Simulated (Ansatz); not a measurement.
# Calculations on MoS2

## 1. Relaxation

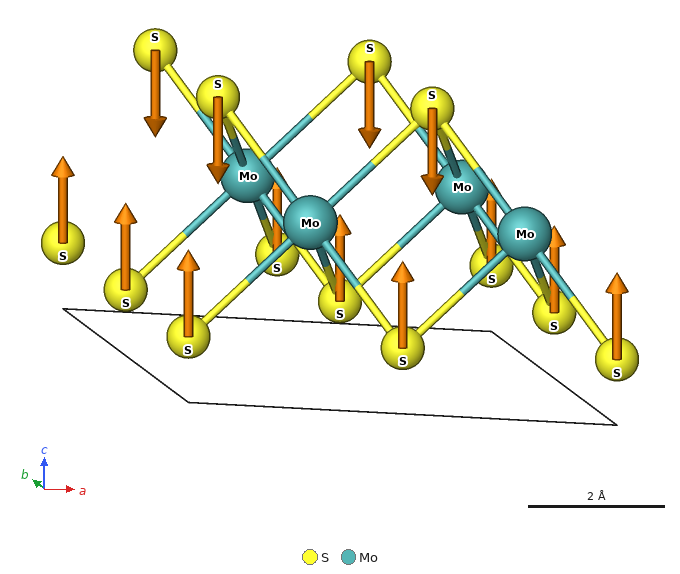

A relaxation of a slab of composition MoS₂. The starting structure is drawn; orange arrows show the displacements, magnified 20 times.

Style: ball-and-stick. Shown: the 2 × 2 repeat of the cell, outlined in the plane, without the vacuum, slightly off an axis.

Case: biaxial strain +0.040, atoms relaxed.

Method: DFT PBE+D3(BJ), scalar-relativistic, plane waves, PAW (Ansatz).

Input
```yaml
crystal:
  lattice:
    - [3.2611098461, 0.0, 0.0]
    - [-1.630554923, 2.8242039712, 0.0]
    - [0.0, 0.0, 32.4115723039]
  atoms:
    - { symbol: S, position: [0.0, 0.0, 0.4503774699] }
    - { symbol: Mo, position: [0.6666666667, 0.3333333333, 0.5] }
    - { symbol: S, position: [0.3333333333, 0.6666666667, 0.5496225301] }
  periodic: [true, true, false]
basis:
  ecutwfc: 420
kpoints:
  mp_grid: { grid: [18, 18, 1] }
  band_path:
    path:
      - [0, 0, 0]
      - [0.5, 0, 0]
      - [0.3333333333333, 0.3333333333333, 0]
      - [0, 0, 0]
    npoints: 8
hamiltonian:
  xc: pbe
  dispersion: d3bj
scf:
  occupations: { method: gaussian, width: 0.1 }
output:
  forces: true
  stress: true
  eigenvalues: true
  write_density: true
  write_potential: true
  elf: true
  volumetric_format: npy
relax:
  adjacent_minimum: "off"
  f_tol: 0.01
  max_steps: 40
```

Command:
```bash
ansatz run input.yaml --threads 2 --pin off --max-ram 5120MiB --backend cpu --events-out ev --progress --plain --runs-dir out
```

Question: Which element moves most?

Answer: Sulfur: up to 0.066 Å, against 0.000 Å for molybdenum.

Question: Describe the change and its energy.

Answer: The energy falls by 62.2 meV per cell of the calculation in 3 accepted moves (4 points after the start). Largest force component: 0.91 eV/Å at the start, 0.0029 eV/Å at the end. 1 step only repeated the SCF at the same geometry. The largest moves, 0.066 Å, are those of S1 and S3. S1 goes along the normal (+c). Mo stays in place. The lattice vectors keep their values. Some distances before and after: Mo2–S3 2.476 → 2.434 Å. Cost: 28 s on 2 threads of AMD EPYC 7R43 64-Core Processor (Zen 3), on a shared host, peak memory 0.61 GiB.

## 2. Relaxation

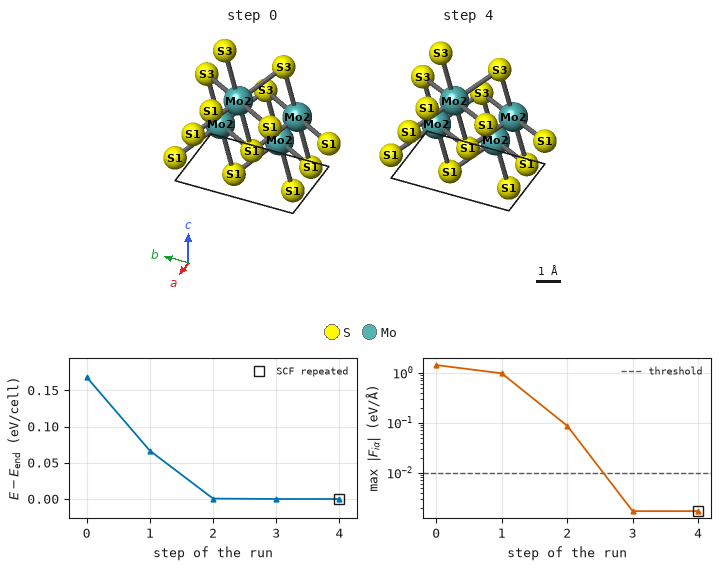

First and last geometry of a relaxation of a slab of composition MoS$_{2}$, with the history of the run. A ball-and-stick model of the 2 × 2 repeat of the cell, outlined in the plane, without the vacuum, seen from a free direction.

Case: biaxial strain +0.070, atoms relaxed.

All numbers below come from DFT PBE+D3(BJ), scalar-relativistic, plane waves, PAW (Ansatz). Set-up: plane-wave cutoff 420 eV; k-point mesh 18 × 18 × 1; occupations gaussian; smearing width 0.1 eV; no spin polarisation; atoms relaxed in a fixed cell; force threshold 0.01 eV/Å; at most 40 steps.

### Read the history and describe the run.

It converged. Over 3 accepted moves (4 points after the start) the energy falls by 0.168 eV per cell of the calculation. Largest force component: 1.4 eV/Å at the start, 0.0017 eV/Å at the end. 1 step only repeated the SCF at the same geometry. The largest moves, 0.11 Å, are those of S1 and S3. S1 goes along the normal (+c). Mo stays in place. The lattice vectors keep their values. Near-neighbour distances that change, for instance: Mo2–S3 2.518 → 2.446 Å. Among the angles between lasting bonds that change: S1–Mo2–S1 83.6° → 86.6°, S1–Mo2–S3 96.4° → 93.4°, Mo2–S3–Mo2 83.6° → 86.6°. Cost: 31 s on 2 threads of AMD EPYC 7R43 64-Core Processor (Zen 3), with other jobs on the host, peak memory 0.67 GiB.

## 3. Series

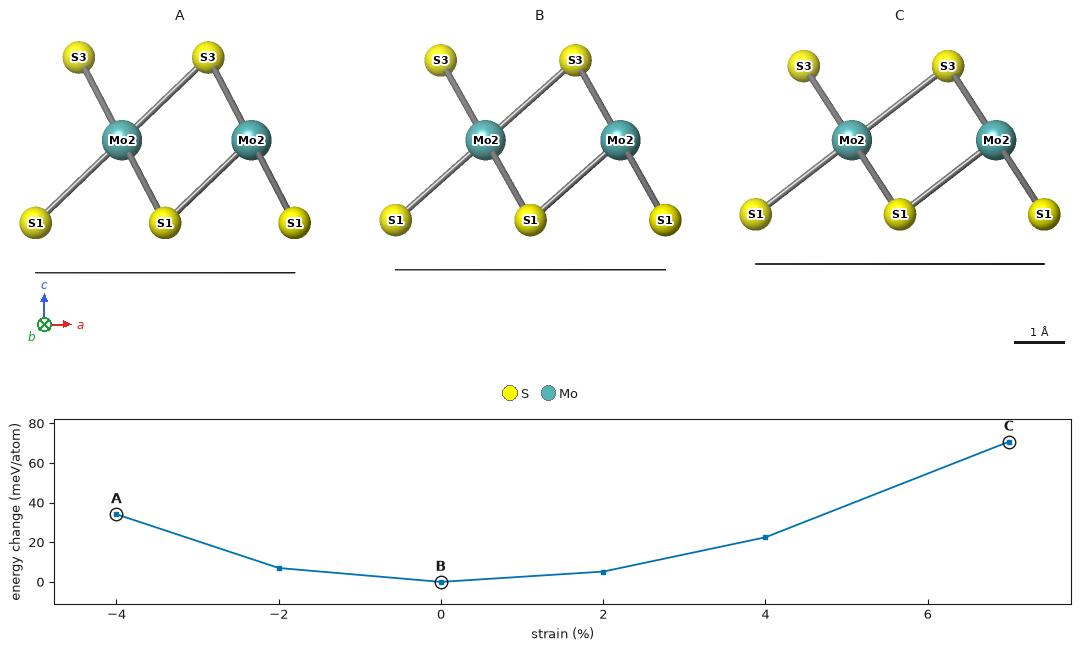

Members of a series of calculations on a slab of composition MoS2 (cut from the R-3m phase), marked on the first curve. A ball-and-stick model of the 2 × 2 repeat of the cell, outlined in the plane, without the vacuum, seen along the b axis.

Computed with DFT PBE+D3(BJ), scalar-relativistic, plane waves, PAW in Ansatz. Set-up: plane-wave cutoff 420 eV; k-point mesh 18 × 18 × 1; occupations gaussian; smearing width 0.1 eV; no spin polarisation.

**Which kind of strain is it, and how does the structure respond?**

A sheet under strain in its plane, biaxially. A (strain −4.0 %): energy change 34.1 meV/atom. B (strain 0.0 %): energy change 0.0 meV/atom. C (strain 7.0 %): energy change 70.8 meV/atom. The rest compares A with C. In the plane the drawn cell goes a 6.021 → 6.710 Å (+11.5 %), b 6.021 → 6.710 Å (+11.5 %). Near-neighbour distances before and after: Mo–S 2.408 → 2.446 Å.
